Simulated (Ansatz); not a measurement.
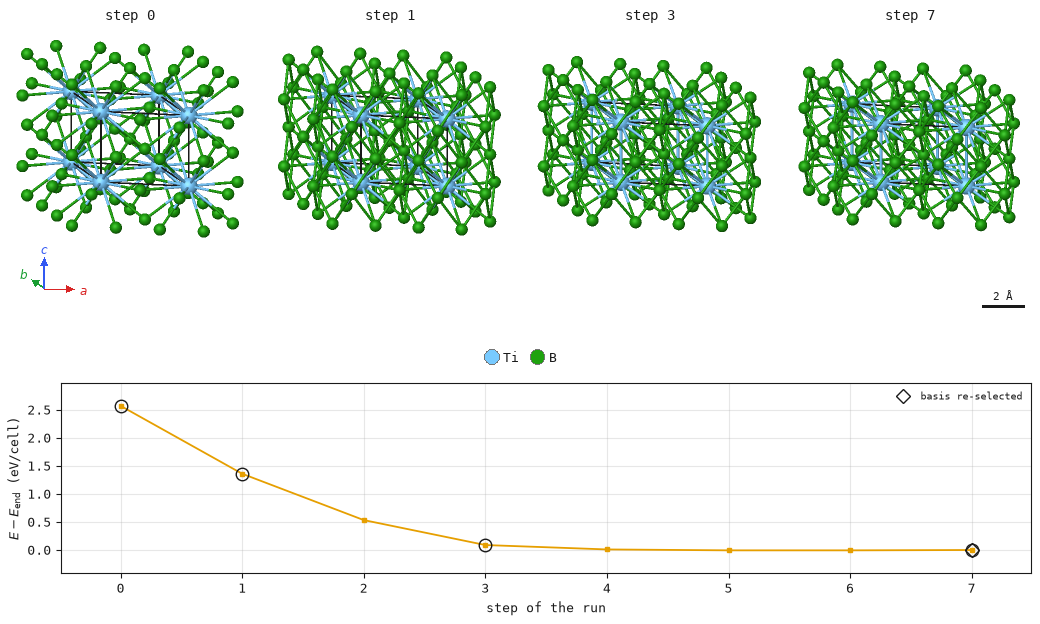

Frames of a relaxation of a crystal of TiB$_{5}$ (a generated structure, set up in P6/mmm) (coarse preliminary run), marked on the history of the run. A ball-and-stick model of the cell of the calculation, seen slightly off an axis.

Level of theory: DFT PBE, scalar-relativistic, plane waves, PAW (Ansatz 0.2.0).

Input file:
```yaml
crystal:
  lattice:
    - [4.27959051, 0.0, 0.0]
    - [-2.13979525, 3.7062341, 0.0]
    - [0.0, 0.0, 3.48243364]
  atoms:
    - { symbol: Ti, position: [0.0, 0.0, 0.0] }
    - { symbol: B, position: [0.0, 0.5, 0.5] }
    - { symbol: B, position: [0.33333333, 0.66666667, 0.0] }
    - { symbol: B, position: [0.66666667, 0.33333333, 0.0] }
    - { symbol: B, position: [0.5, 0.0, 0.5] }
    - { symbol: B, position: [0.5, 0.5, 0.5] }
basis:
  ecutwfc: 420
kpoints:
  mp_grid: { grid: [6, 6, 6] }
hamiltonian:
  xc: pbe
scf:
  occupations: { method: gaussian, width: 0.1 }
  lower_state_search: "off"
output:
  forces: true
  stress: true
  eigenvalues: true
relax:
  adjacent_minimum: "off"
  f_tol: 0.04
  max_steps: 70
  cell: { stress_tol: 0.4 }
```

Run as
```bash
ansatz run input.yaml --threads 1 --pin off --max-ram 2048MiB --backend cpu --events-out ev --progress --plain --runs-dir out
```

Q: Describe the path.

A: The atoms keep their places relative to the cell (all moves are under 0.005 Å). Cell: a = b 4.280 → 4.165 Å (−2.7 %), c 3.482 → 2.887 Å (−17.1 %). Volume −21.5 %. Near-neighbour distances that change, for instance: Ti1–Ti1 3.482 → 2.887 Å, B2–B3 2.135 → 1.879 Å, Ti1–B2 2.759 → 2.534 Å, Ti1–B3 2.471 → 2.404 Å. Bond angles that change, for instance: Ti1–B5–Ti1 101.7° → 110.5°, Ti1–B5–Ti1 78.3° → 69.5°. The space group stays P6/mmm (No. 191). Over 6 accepted moves (7 points after the start) the energy falls by 2.570 eV per cell of the calculation. All forces vanish by symmetry, so only the cell relaxes. The pressure goes from −36.89 to −0.18 GPa. At 1 point the geometry stayed and the basis and grid were re-selected for the new cell (energy shift of 6.1 meV per cell of the calculation at most each time). Cost: 9.2 s on 1 thread of Intel(R) Xeon(R) 6975P-C (Granite Rapids), with other jobs on the host, peak memory 0.36 GiB. From step 0 to 1: volume −8.8 %, energy −1.211 eV per cell of the calculation. From step 1 to 3: volume −9.9 %, energy −1.271 eV per cell of the calculation. From step 3 to 7: volume −4.5 %, energy −88.7 meV per cell of the calculation.

```csv
step,"E − E(0), meV/atom","pressure, GPa","volume, Å³/atom",note
0,0.00,-36.89,9.206,
1,-201.78,-28.47,8.394,
2,-339.47,-17.87,7.787,
3,-413.63,-11.08,7.567,
4,-426.73,1.22,7.218,
5,-429.42,0.18,7.220,
6,-429.43,0.01,7.227,
7,-428.42,-0.18,7.227,"same geometry, new basis"
```
